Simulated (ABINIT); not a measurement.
# Run report: BaTiO$_{3}$, single-point calculation (part 2 of 2)

Continued. System: BaTiO$_{3}$ (P4mm, 5 atoms in the cell). Method: Kohn-Sham DFT of a periodic cell, PBE, SG15 NC PBE v1.2, no spin polarisation (ABINIT 10.8.3); cutoff 1034.03 eV, 5×5×5 k-mesh, fermi-dirac of 0.05 eV. The structure derives from an entry of the Crystallography Open Database.

Geometry of the input (Å; fractional positions):
```
3.9998  0.0000  0.0000
0.0000  3.9998  0.0000
0.0000  0.0000  4.0180
Ba 0.0000  0.0000  0.0000
Ti 0.5000  0.5000  0.4900
O  0.0000  0.5000  0.5170
O  0.5000  0.0000  0.5170
O  0.5000  0.5000  0.0190
```

What the program printed, continued:
```
  1.29E-16 2.24E-16 2.40E-16 2.40E-16 1.64E-17 1.36E-16 2.74E-16 2.18E-16
  1.48E-17 1.48E-17 8.16E-17 6.14E-16 3.36E-16 3.35E-16 5.88E-16 6.04E-16
  1.65E-16 1.53E-16 2.68E-16 1.01E-15 4.45E-13 6.65E-14 1.57E-10 2.34E-08
   0.2000  0.0000  0.4000    1  1.23531E-08 kpt; spin; max resid(k); each band:
  1.43E-16 2.23E-16 2.33E-16 2.39E-16 1.35E-17 1.90E-16 3.06E-16 2.88E-16
  4.14E-17 1.17E-17 7.80E-17 4.84E-16 5.31E-16 4.61E-16 4.54E-16 5.93E-16
  4.00E-16 1.87E-16 7.75E-16 4.78E-16 7.56E-13 5.69E-11 2.47E-11 1.24E-08
   0.4000  0.0000  0.4000    1  5.30064E-11 kpt; spin; max resid(k); each band:
  1.59E-16 2.21E-16 2.42E-16 2.37E-16 8.95E-18 3.08E-16 2.83E-16 2.96E-16
  7.34E-17 8.11E-17 6.37E-18 5.57E-16 5.21E-16 5.85E-16 6.04E-16 8.67E-16
  5.35E-16 2.98E-16 1.67E-16 2.91E-16 1.65E-12 4.79E-13 1.86E-12 5.30E-11
   0.2000  0.2000  0.4000    1  3.90387E-06 kpt; spin; max resid(k); each band:
  1.50E-16 2.19E-16 2.29E-16 2.43E-16 1.15E-17 1.98E-16 2.32E-16 2.96E-16
  2.95E-17 8.04E-17 4.12E-17 4.15E-16 5.43E-16 1.10E-15 4.67E-16 6.57E-16
  7.57E-16 8.24E-16 4.70E-16 2.74E-16 5.87E-12 6.70E-11 3.87E-11 3.90E-06
   0.4000  0.2000  0.4000    1  9.86089E-08 kpt; spin; max resid(k); each band:
  1.63E-16 2.19E-16 2.40E-16 2.40E-16 8.09E-18 3.28E-16 2.89E-16 2.88E-16
  5.27E-17 8.75E-17 4.59E-17 4.91E-16 7.53E-16 6.36E-16 8.59E-16 8.41E-16
  8.85E-16 3.47E-16 1.86E-16 3.98E-16 5.04E-13 3.66E-12 4.14E-12 9.86E-08
   0.4000  0.4000  0.4000    1  2.12894E-06 kpt; spin; max resid(k); each band:
  1.72E-16 2.41E-16 2.37E-16 2.33E-16 6.61E-18 3.05E-16 3.37E-16 2.25E-16
  5.11E-17 8.23E-17 7.44E-17 3.38E-16 7.85E-16 1.74E-15 8.30E-16 8.15E-16
  9.48E-16 2.78E-16 4.01E-16 2.73E-16 6.64E-12 1.64E-11 3.46E-12 2.13E-06
 reduced coordinates (array xred) for    5 atoms
       0.000000000000      0.000000000000      0.000000000000
       0.500000000000      0.500000000000      0.490000000000
       0.000000000000      0.500000000000      0.517000000000
       0.500000000000      0.000000000000      0.517000000000
       0.500000000000      0.500000000000      0.019000000000
 rms dE/dt=  1.2476E-02; max dE/dt=  1.7929E-02; dE/dt below (all hartree)
    1       0.000000000000      0.000000000000     -0.005710547188
    2       0.000000000000      0.000000000000      0.017929182352
    3       0.000000000000      0.000000000000      0.012854277049
    4       0.000000000000      0.000000000000      0.012854277049
    5       0.000000000000      0.000000000000     -0.040621312926

 cartesian coordinates (angstrom) at end:
    1      0.00000000000000     0.00000000000000     0.00000000000000
    2      1.99990000000000     1.99990000000000     1.96882000000000
    3      0.00000000000000     1.99990000000000     2.07730600000000
    4      1.99990000000000     0.00000000000000     2.07730600000000
    5      1.99990000000000     1.99990000000000     0.07634200000000

 cartesian forces (hartree/bohr) at end:
    1     -0.00000000000000    -0.00000000000000     0.00068112435604
    2     -0.00000000000000    -0.00000000000000    -0.00243226691724
    3     -0.00000000000000    -0.00000000000000    -0.00176389353943
    4     -0.00000000000000    -0.00000000000000    -0.00176389353943
    5     -0.00000000000000    -0.00000000000000     0.00527892964006
 frms,max,avg= 1.6425507E-03 5.2789296E-03   0.000E+00  0.000E+00  7.096E-05 h/b

 cartesian forces (eV/Angstrom) at end:
    1     -0.00000000000000    -0.00000000000000     0.03502482261994
    2     -0.00000000000000    -0.00000000000000    -0.12507219362361
    3     -0.00000000000000    -0.00000000000000    -0.09070305266721
    4     -0.00000000000000    -0.00000000000000    -0.09070305266721
    5     -0.00000000000000    -0.00000000000000     0.27145347633808
 frms,max,avg= 8.4463353E-02 2.7145348E-01   0.000E+00  0.000E+00  3.649E-03 e/A
 length scales=  7.558526558406  7.558526558406  7.592919573897 bohr
              =  3.999800000000  3.999800000000  4.018000000000 angstroms
 Fermi (or HOMO) energy (hartree) =   0.25471   Average Vxc (hartree)=  -0.41232
 Eigenvalues (hartree) for nkpt=  18  k points:
 kpt#   1, nband= 24, wtk=  0.00800, kpt=  0.0000  0.0000  0.0000 (reduced coord)
  -1.85631   -0.98323   -0.98219   -0.98219   -0.68575   -0.39794   -0.37427   -0.37219
  -0.14185   -0.14185   -0.14180    0.13602    0.13644    0.13644    0.17536    0.17536
   0.17861    0.21105    0.21154    0.21154    0.28981    0.29754    0.29754    0.37199
      occupation numbers for kpt#   1
   2.00000    2.00000    2.00000    2.00000    2.00000    2.00000    2.00000    2.00000
   2.00000    2.00000    2.00000    2.00000    2.00000    2.00000    2.00000    2.00000
   2.00000    2.00000    2.00000    2.00000    0.00000    0.00000    0.00000    0.00000
 kpt#   2, nband= 24, wtk=  0.03200, kpt=  0.2000  0.0000  0.0000 (reduced coord)
  -1.85630   -0.98320   -0.98286   -0.98217   -0.68424   -0.39953   -0.37345   -0.37054
  -0.13974   -0.13972   -0.13664    0.11453    0.13231    0.13235    0.16137    0.16438
   0.16938    0.18544    0.20122    0.20470    0.29878    0.31478    0.31607    0.37449
      occupation numbers for kpt#   2
   2.00000    2.00000    2.00000    2.00000    2.00000    2.00000    2.00000    2.00000
   2.00000    2.00000    2.00000    2.00000    2.00000    2.00000    2.00000    2.00000
   2.00000    2.00000    2.00000    2.00000    0.00000    0.00000    0.00000    0.00000
 kpt#   3, nband= 24, wtk=  0.03200, kpt=  0.4000  0.0000  0.0000 (reduced coord)
  -1.85628   -0.98394   -0.98316   -0.98213   -0.68172   -0.40546   -0.37262   -0.36307
  -0.13623   -0.13610   -0.12839    0.08109    0.12138    0.12244    0.14631    0.15434
   0.15527    0.16074    0.18936    0.19310    0.30124    0.34728    0.34820    0.37421
      occupation numbers for kpt#   3
   2.00000    2.00000    2.00000    2.00000    2.00000    2.00000    2.00000    2.00000
   2.00000    2.00000    2.00000    2.00000    2.00000    2.00000    2.00000    2.00000
   2.00000    2.00000    2.00000    2.00000    0.00000    0.00000    0.00000    0.00000
 kpt#   4, nband= 24, wtk=  0.03200, kpt=  0.2000  0.2000  0.0000 (reduced coord)
  -1.85629   -0.98318   -0.98284   -0.98282   -0.68290   -0.39813   -0.37163   -0.37153
  -0.14237   -0.13759   -0.13218    0.10410    0.11955    0.13086    0.13958    0.15318
   0.16477    0.17980    0.19672    0.20294    0.31352    0.31985    0.32649    0.38964
      occupation numbers for kpt#   4
   2.00000    2.00000    2.00000    2.00000    2.00000    2.00000    2.00000    2.00000
   2.00000    2.00000    2.00000    2.00000    2.00000    2.00000    2.00000    2.00000
   2.00000    2.00000    2.00000    2.00000    0.00000    0.00000    0.00000    0.00000
 kpt#   5, nband= 24, wtk=  0.06400, kpt=  0.4000  0.2000  0.0000 (reduced coord)
  -1.85627   -0.98390   -0.98313   -0.98278   -0.68069   -0.39981   -0.37136   -0.36575
  -0.14010   -0.13392   -0.13202    0.07811    0.10861    0.11441    0.12308    0.14266
   0.16068    0.17312    0.18628    0.19779    0.31806    0.34844    0.35110    0.39209
      occupation numbers for kpt#   5
   2.00000    2.00000    2.00000    2.00000    2.00000    2.00000    2.00000    2.00000
   2.00000    2.00000    2.00000    2.00000    2.00000    2.00000    2.00000    2.00000
   2.00000    2.00000    2.00000    2.00000    0.00000    0.00000    0.00000    0.00000
 kpt#   6, nband= 24, wtk=  0.03200, kpt=  0.4000  0.4000  0.0000 (reduced coord)
  -1.85625   -0.98384   -0.98383   -0.98309   -0.67900   -0.39054   -0.37029   -0.36875
  -0.14350   -0.14014   -0.12950    0.06975    0.08278    0.08721    0.12399    0.12708
   0.16124    0.17861    0.18541    0.21514    0.34776    0.35019    0.36372    0.39837
      occupation numbers for kpt#   6
   2.00000    2.00000    2.00000    2.00000    2.00000    2.00000    2.00000    2.00000
   2.00000    2.00000    2.00000    2.00000    2.00000    2.00000    2.00000    2.00000
   2.00000    2.00000    2.00000    2.00000    0.00000    0.00000    0.00000    0.00000
 kpt#   7, nband= 24, wtk=  0.01600, kpt=  0.0000  0.0000  0.2000 (reduced coord)
  -1.85630   -0.98387   -0.98217   -0.98217   -0.68429   -0.39882   -0.37303   -0.37178
  -0.13984   -0.13984   -0.13634    0.11353    0.13224    0.13224    0.16304    0.16304
   0.16819    0.18461    0.20568    0.20568    0.29142    0.31931    0.31931    0.37188
      occupation numbers for kpt#   7
   2.00000    2.00000    2.00000    2.00000    2.00000    2.00000    2.00000    2.00000
   2.00000    2.00000    2.00000    2.00000    2.00000    2.00000    2.00000    2.00000
   2.00000    2.00000    2.00000    2.00000    0.00000    0.00000    0.00000    0.00000
 kpt#   8, nband= 24, wtk=  0.06400, kpt=  0.2000  0.0000  0.2000 (reduced coord)
  -1.85629   -0.98384   -0.98283   -0.98214   -0.68295   -0.39739   -0.37355   -0.37048
  -0.14216   -0.13755   -0.13222    0.10422    0.11776    0.13046    0.13860    0.15228
   0.17242    0.18088    0.19286    0.20140    0.31454    0.32114    0.32731    0.38803
      occupation numbers for kpt#   8
   2.00000    2.00000    2.00000    2.00000    2.00000    2.00000    2.00000    2.00000
   2.00000    2.00000    2.00000    2.00000    2.00000    2.00000    2.00000    2.00000
   2.00000    2.00000    2.00000    2.00000    0.00000    0.00000    0.00000    0.00000
 kpt#   9, nband= 24, wtk=  0.06400, kpt=  0.4000  0.0000  0.2000 (reduced coord)
  -1.85627   -0.98390   -0.98378   -0.98210   -0.68074   -0.39939   -0.37205   -0.36564
  -0.13970   -0.13365   -0.13222    0.07831    0.10670    0.11438    0.12150    0.14406
   0.16514    0.17770    0.17966    0.19578    0.32146    0.34782    0.35143    0.39237
      occupation numbers for kpt#   9
   2.00000    2.00000    2.00000    2.00000    2.00000    2.00000    2.00000    2.00000
   2.00000    2.00000    2.00000    2.00000    2.00000    2.00000    2.00000    2.00000
   2.00000    2.00000    2.00000    2.00000    0.00000    0.00000    0.00000    0.00000
 kpt#  10, nband= 24, wtk=  0.06400, kpt=  0.2000  0.2000  0.2000 (reduced coord)
  -1.85627   -0.98381   -0.98281   -0.98279   -0.68175   -0.39444   -0.37257   -0.37055
  -0.14429   -0.14395   -0.12616    0.09424    0.11647    0.11789    0.14027    0.14119
   0.14791    0.18983    0.19488    0.19694    0.32695    0.33021    0.33073    0.42411
      occupation numbers for kpt#  10
   2.00000    2.00000    2.00000    2.00000    2.00000    2.00000    2.00000    2.00000
   2.00000    2.00000    2.00000    2.00000    2.00000    2.00000    2.00000    2.00000
   2.00000    2.00000    2.00000    2.00000    0.00000    0.00000    0.00000    0.00000
 kpt#  11, nband= 24, wtk=  0.12800, kpt=  0.4000  0.2000  0.2000 (reduced coord)
  -1.85625   -0.98386   -0.98376   -0.98275   -0.67977   -0.39357   -0.37040   -0.36677
  -0.14726   -0.14246   -0.12976    0.07630    0.10149    0.11466    0.11770    0.13357
   0.14826    0.18422    0.19211    0.19540    0.33289    0.35252    0.35403    0.42285
      occupation numbers for kpt#  11
   2.00000    2.00000    2.00000    2.00000    2.00000    2.00000    2.00000    2.00000
   2.00000    2.00000    2.00000    2.00000    2.00000    2.00000    2.00000    2.00000
   2.00000    2.00000    2.00000    2.00000    0.00000    0.00000    0.00000    0.00000
 kpt#  12, nband= 24, wtk=  0.06400, kpt=  0.4000  0.4000  0.2000 (reduced coord)
  -1.85623   -0.98381   -0.98380   -0.98371   -0.67816   -0.38404   -0.36839   -0.36766
  -0.15155   -0.15136   -0.13823    0.06986    0.08728    0.09798    0.11984    0.13026
   0.13616    0.18895    0.19412    0.21477    0.35613    0.35732    0.36640    0.43544
      occupation numbers for kpt#  12
   2.00000    2.00000    2.00000    2.00000    2.00000    2.00000    2.00000    2.00000
   2.00000    2.00000    2.00000    2.00000    2.00000    2.00000    2.00000    2.00000
   2.00000    2.00000    2.00000    2.00000    0.00000    0.00000    0.00000    0.00000
 kpt#  13, nband= 24, wtk=  0.01600, kpt=  0.0000  0.0000  0.4000 (reduced coord)
  -1.85628   -0.98490   -0.98213   -0.98213   -0.68187   -0.40423   -0.37113   -0.36611
  -0.13643   -0.13643   -0.12766    0.07898    0.12191    0.12191    0.15172    0.15172
   0.15375    0.15544    0.19752    0.19752    0.29411    0.34979    0.34979    0.37191
      occupation numbers for kpt#  13
   2.00000    2.00000    2.00000    2.00000    2.00000    2.00000    2.00000    2.00000
   2.00000    2.00000    2.00000    2.00000    2.00000    2.00000    2.00000    2.00000
   2.00000    2.00000    2.00000    2.00000    0.00000    0.00000    0.00000    0.00000
 kpt#  14, nband= 24, wtk=  0.06400, kpt=  0.2000  0.0000  0.4000 (reduced coord)
  -1.85627   -0.98486   -0.98278   -0.98210   -0.68083   -0.39834   -0.37049   -0.36844
  -0.13998   -0.13387   -0.13164    0.07665    0.10453    0.11749    0.12280    0.14068
   0.16494    0.18180    0.18209    0.19550    0.31713    0.35016    0.35123    0.39151
      occupation numbers for kpt#  14
   2.00000    2.00000    2.00000    2.00000    2.00000    2.00000    2.00000    2.00000
   2.00000    2.00000    2.00000    2.00000    2.00000    2.00000    2.00000    2.00000
   2.00000    2.00000    2.00000    2.00000    0.00000    0.00000    0.00000    0.00000
 kpt#  15, nband= 24, wtk=  0.06400, kpt=  0.4000  0.0000  0.4000 (reduced coord)
  -1.85625   -0.98479   -0.98384   -0.98206   -0.67912   -0.38871   -0.37248   -0.36883
  -0.14302   -0.13953   -0.12949    0.06990    0.07972    0.08834    0.12156    0.12740
   0.16337    0.18020    0.18802    0.21239    0.34829    0.35092    0.36342    0.40128
      occupation numbers for kpt#  15
   2.00000    2.00000    2.00000    2.00000    2.00000    2.00000    2.00000    2.00000
   2.00000    2.00000    2.00000    2.00000    2.00000    2.00000    2.00000    2.00000
   2.00000    2.00000    2.00000    2.00000    0.00000    0.00000    0.00000    0.00000
 kpt#  16, nband= 24, wtk=  0.06400, kpt=  0.2000  0.2000  0.4000 (reduced coord)
  -1.85626   -0.98482   -0.98276   -0.98275   -0.67985   -0.39229   -0.36974   -0.36893
  -0.14752   -0.14191   -0.12975    0.07535    0.09847    0.11507    0.11880    0.13404
   0.15135    0.18659    0.19222    0.19323    0.33179    0.35269    0.35426    0.42258
      occupation numbers for kpt#  16
   2.00000    2.00000    2.00000    2.00000    2.00000    2.00000    2.00000    2.00000
   2.00000    2.00000    2.00000    2.00000    2.00000    2.00000    2.00000    2.00000
   2.00000    2.00000    2.00000    2.00000    0.00000    0.00000    0.00000    0.00000
 kpt#  17, nband= 24, wtk=  0.12800, kpt=  0.4000  0.2000  0.4000 (reduced coord)
  -1.85624   -0.98476   -0.98380   -0.98271   -0.67824   -0.38237   -0.37057   -0.36743
  -0.15161   -0.15074   -0.13818    0.06983    0.08613    0.09740    0.11853    0.13049
   0.13779    0.19092    0.19670    0.21187    0.35570    0.35712    0.36632    0.43891
      occupation numbers for kpt#  17
   2.00000    2.00000    2.00000    2.00000    2.00000    2.00000    2.00000    2.00000
   2.00000    2.00000    2.00000    2.00000    2.00000    2.00000    2.00000    2.00000
   2.00000    2.00000    2.00000    2.00000    0.00000    0.00000    0.00000    0.00000
 kpt#  18, nband= 24, wtk=  0.06400, kpt=  0.4000  0.4000  0.4000 (reduced coord)
  -1.85621   -0.98471   -0.98375   -0.98375   -0.67679   -0.37206   -0.36673   -0.36514
  -0.16347   -0.16308   -0.15579    0.06484    0.08682    0.08752    0.12139    0.13277
   0.13331    0.20914    0.21037    0.21503    0.37052    0.37102    0.37156    0.47375
      occupation numbers for kpt#  18
   2.00000    2.00000    2.00000    2.00000    2.00000    2.00000    2.00000    2.00000
   2.00000    2.00000    2.00000    2.00000    2.00000    2.00000    2.00000    2.00000
   2.00000    2.00000    2.00000    2.00000    0.00000    0.00000    0.00000    0.00000
 Total charge density [el/Bohr^3]
)     Maximum=    1.2116E+00  at reduced coord.    0.5111    0.5111    0.5778
)Next maximum=    1.2116E+00  at reduced coord.    0.4889    0.5111    0.5778
)     Minimum=    5.2987E-03  at reduced coord.    0.0000    0.0000    0.5111
)Next minimum=    5.3007E-03  at reduced coord.    0.0000    0.0000    0.4889
   Integrated=    4.0000E+01

--- !EnergyTerms
iteration_state     : {dtset: 1, }
comment             : Components of total free energy in Hartree
kinetic             :  6.13727831048393E+01
hartree             :  2.94897571089078E+01
xc                  : -2.15268132379988E+01
Ewald energy        : -1.03499980157244E+02
psp_core            :  6.31883359146983E+00
local_psp           : -9.90069514592422E+01
non_local_psp       : -4.84937387304972E+00
internal            : -1.31701744922317E+02
'-kT*entropy'       : -1.36678696100901E-11
total_energy        : -1.31701744922331E+02
total_energy_eV     : -3.58378705035122E+03
band_energy         : -1.14949591173471E+01
...

 Cartesian components of stress tensor (hartree/bohr^3)
  sigma(1 1)= -3.99287565E-05  sigma(3 2)=  0.00000000E+00
  sigma(2 2)= -3.99287565E-05  sigma(3 1)=  0.00000000E+00
  sigma(3 3)= -7.05124494E-05  sigma(2 1)=  0.00000000E+00

-Cartesian components of stress tensor (GPa)         [Pressure=  1.4747E+00 GPa]
- sigma(1 1)= -1.17474457E+00  sigma(3 2)=  0.00000000E+00
- sigma(2 2)= -1.17474457E+00  sigma(3 1)=  0.00000000E+00
- sigma(3 3)= -2.07454789E+00  sigma(2 1)=  0.00000000E+00

== END DATASET(S) ==============================================================
================================================================================

 -outvars: echo values of variables after computation  --------
            acell      7.5585265584E+00  7.5585265584E+00  7.5929195739E+00 Bohr
           etotal     -1.3170174492E+02
            fcart     -0.0000000000E+00 -0.0000000000E+00  6.8112435604E-04
                      -0.0000000000E+00 -0.0000000000E+00 -2.4322669172E-03
                      -0.0000000000E+00 -0.0000000000E+00 -1.7638935394E-03
                      -0.0000000000E+00 -0.0000000000E+00 -1.7638935394E-03
                      -0.0000000000E+00 -0.0000000000E+00  5.2789296401E-03
           strten     -3.9928756470E-05 -3.9928756470E-05 -7.0512449450E-05
                       0.0000000000E+00  0.0000000000E+00  0.0000000000E+00
           xangst      0.0000000000E+00  0.0000000000E+00  0.0000000000E+00
                       1.9999000000E+00  1.9999000000E+00  1.9688200000E+00
                       0.0000000000E+00  1.9999000000E+00  2.0773060000E+00
                       1.9999000000E+00  0.0000000000E+00  2.0773060000E+00
                       1.9999000000E+00  1.9999000000E+00  7.6342000000E-02
             xred      0.0000000000E+00  0.0000000000E+00  0.0000000000E+00
                       5.0000000000E-01  5.0000000000E-01  4.9000000000E-01
                       0.0000000000E+00  5.0000000000E-01  5.1700000000E-01
                       5.0000000000E-01  0.0000000000E+00  5.1700000000E-01
                       5.0000000000E-01  5.0000000000E-01  1.9000000000E-02
 Calculation completed.
```

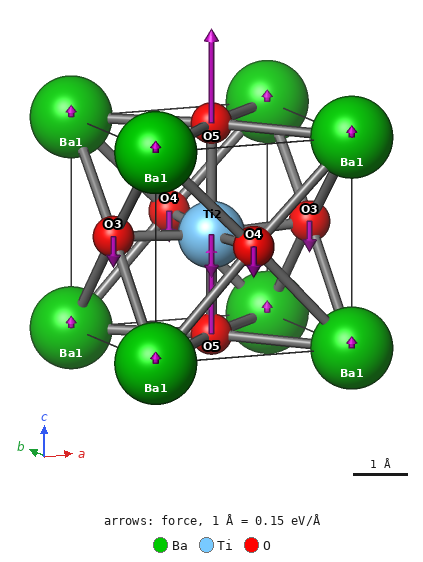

*Forces on the atoms as pink arrows (ball-and-stick view of the cell of the calculation, seen slightly off an axis; atoms are numbered from 1 in the order of the input).*

The largest act on O5 (0.27 eV/Å); Ti2 (0.13 eV/Å); O3, O4 (0.09 eV/Å). The geometry is not a stationary point of this energy.
